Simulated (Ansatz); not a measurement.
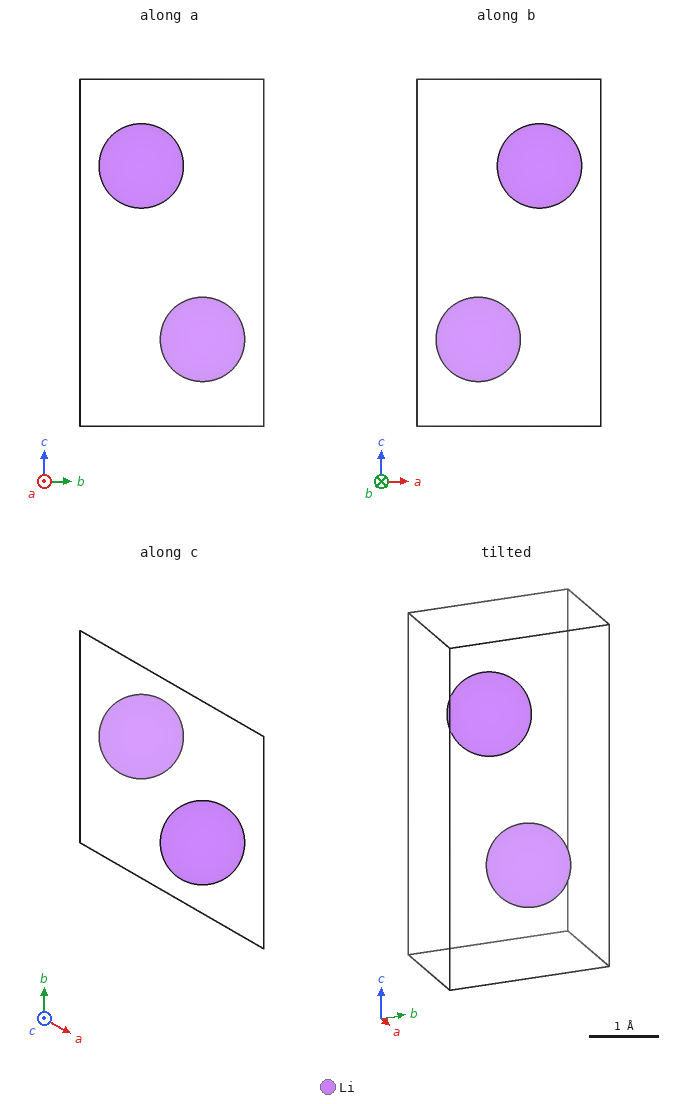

Structure drawing (spheres-only), viewed along the a axis, along the b axis, along the c axis and slightly off an axis. The conventional unit cell is outlined; an atom on or near a face, edge or corner is repeated at each equivalent position.

Lattice parameters: a = 3.0840 Å, b = 3.0840 Å, c = 5.0434 Å, α = 90.000°, β = 90.000°, γ = 120.000°.

Q: From the views, write a CIF with its space group and independent sites.

A:
```cif
data_structure
_symmetry_space_group_name_H-M 'P 63/m m c'
_symmetry_Int_Tables_number 194
_cell_length_a 3.0840
_cell_length_b 3.0840
_cell_length_c 5.0434
_cell_angle_alpha 90.000
_cell_angle_beta 90.000
_cell_angle_gamma 120.000
_cell_volume 41.54
loop_
_atom_site_label
_atom_site_type_symbol
_atom_site_symmetry_multiplicity
_atom_site_Wyckoff_symbol
_atom_site_fract_x
_atom_site_fract_y
_atom_site_fract_z
_atom_site_occupancy
Li1 Li 2 c 0.3333 0.6667 0.2500 1
```

The structure was taken from a structure type filled with this element by a generator (whether the element takes this form wasn't checked). The cell was then strained or its atoms displaced on purpose. An electronic-structure calculation with Ansatz was run on it.
